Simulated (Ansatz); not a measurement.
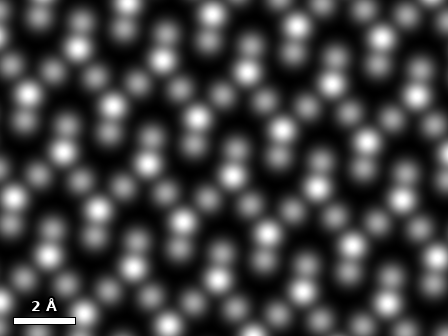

Dark-field STEM-like image of Ru (Pm-3n, No. 223). Simulation: incoherent imaging, intensity Z^1.7 per atom, probe width 0.60 Å, thin sample. The display is stretched by a gamma of 0.65; percentages refer to the linear signal. Model: coordinates from a relaxation with Ansatz, DFT, revPBE, plane waves (420 eV) with PAW, scalar-relativistic; the starting structure was generated, so it need not be a known form of this composition.

```
Ru
1.0
     4.86383    0.00000    0.00000
     0.00000    4.86383    0.00000
     0.00000    0.00000    4.86383
Ru
8
Direct
  0.00000 0.00000 0.00000
  0.50000 0.50000 0.50000
  0.25000 0.00000 0.50000
  0.75000 0.00000 0.50000
  0.50000 0.25000 0.00000
  0.50000 0.75000 0.00000
  0.00000 0.50000 0.25000
  0.00000 0.50000 0.75000
```

Which beam direction gives this image, [110], [221], [211] or [111]? (Directions equivalent by symmetry count as one.)

[211]. The projected cells are 2.43 × 3.44 Å, 90° for [110]; 2.29 × 3.63 Å, 108° for [221]; 2.81 × 3.44 Å, 90° for [211]; 3.97 × 3.97 Å, 120° for [111], and the image repeats as the [211] one does.
